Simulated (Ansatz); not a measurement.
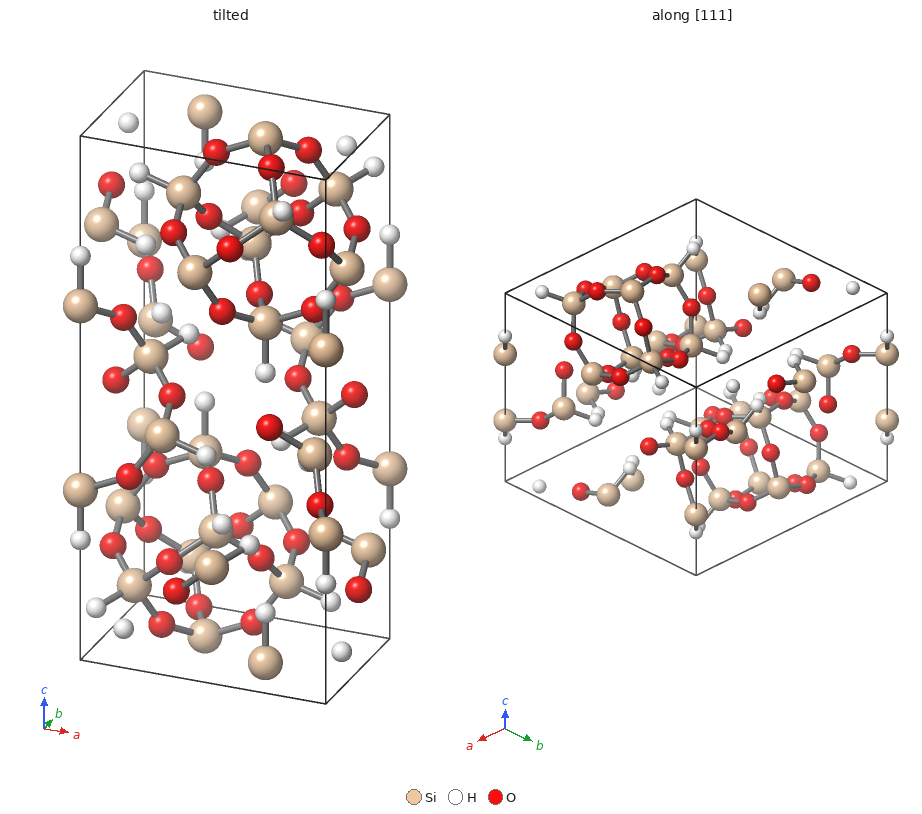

A ball-and-stick rendering, viewed slightly off an axis and along [111]. The conventional unit cell is drawn as a box.

Its composition is Si₂H₂O₃. It is rhombohedral (trigonal R), space group R-3 (No. 148). In the cell are 24 Si, 24 H, 36 O, which makes 12 formula units. The neighbours of Si are three O and one H in a distorted tetrahedral arrangement. H bonds to one Si. About every O there are two Si in a bent arrangement. The bonds build separate Si8H8O12 groups.

The initial geometry was a structure listed in the Materials Project. Earlier steps of the study may have refined or changed the cell and positions. A calculation with Ansatz used it as input.
